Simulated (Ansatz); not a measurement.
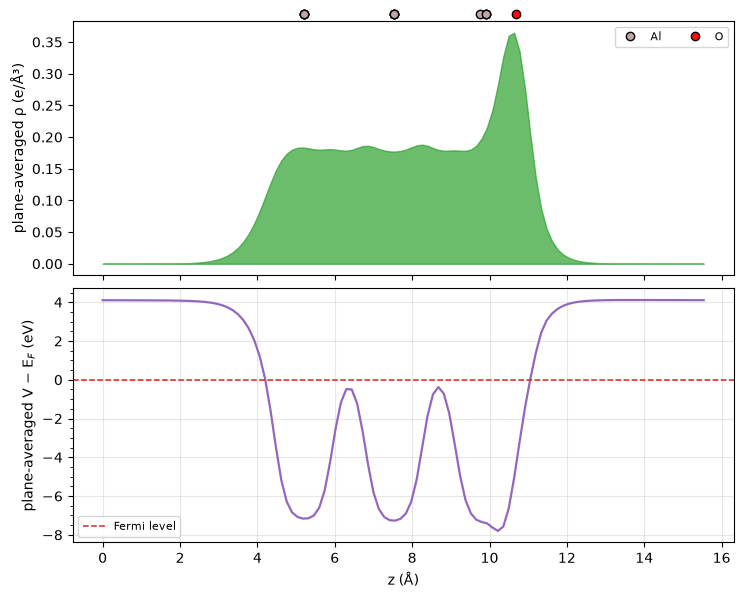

The picture shows: Al12O (slab). Plane average of the electrostatic potential energy of an electron and of the valence charge density (pseudo) across the slab. Circles mark the heights of the atoms.

Computed with Ansatz 0.2.0, DFT PBE, scalar-relativistic, plane waves, PAW.

Core electrons are frozen (PAW), and the valence fields are smoothed inside the atomic spheres.

**Read off the work function of this surface.**

The potential is flat in the vacuum, 4.1 eV above the Fermi level; this is the work function, the same on both faces.

**How thick is the slab, and how wide the vacuum?**

The outermost nuclei are 5.5 Å apart, in 4 atomic planes; the vacuum between periodic images is 10.2 Å wide.
